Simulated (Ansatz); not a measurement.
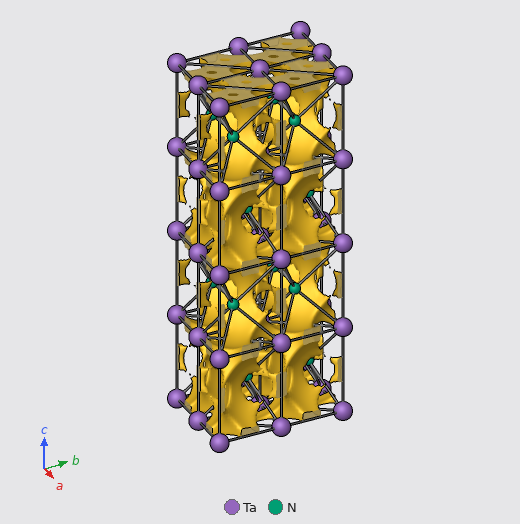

The yellow surface encloses the points that the centre of a probe sphere of radius 0.20 Å can occupy in TaN (P6_3/mmc, No. 194), computed on a grid of about 0.12 Å (2×2×2 cells shown, view slightly off an axis; pale faces close the region where the box cuts it).

Hard-sphere model; Shannon crystal radii (six-coordinate where tabulated): Ta 0.86 Å, N 1.32 Å.

Source of the atomic positions: the geometry relaxed at fixed volume with Ansatz, DFT PBE, scalar-relativistic, plane waves, PAW.

```xyz
4
Lattice="2.9785 0.0000 0.0000 -1.4893 2.5795 0.0000 0.0000 0.0000 6.0140" Properties=species:S:1:pos:R:3 pbc="T T T"
Ta    0.0000    0.0000    0.0000
Ta    0.0000    0.0000    3.0070
N     0.0000    1.7197    1.5035
N     1.4893    0.8598    4.5105
```

Is the space open to the probe made of pockets or channels?

Where they connect, they form a three-dimensional network.

What share of the cell can the probe's centre reach?

About 19 % of the volume (8.9 Å³ of 46.2 Å³).

Give the largest included and the largest free sphere.

The largest sphere that fits anywhere has a diameter of 1.35 Å; the largest that can travel through the crystal, about 0.8 Å.

How does the connectivity change as the probe shrinks?

Below a radius of about 0.42 Å the space forms a three-dimensional network. These are grid estimates, good to about 0.05 Å.
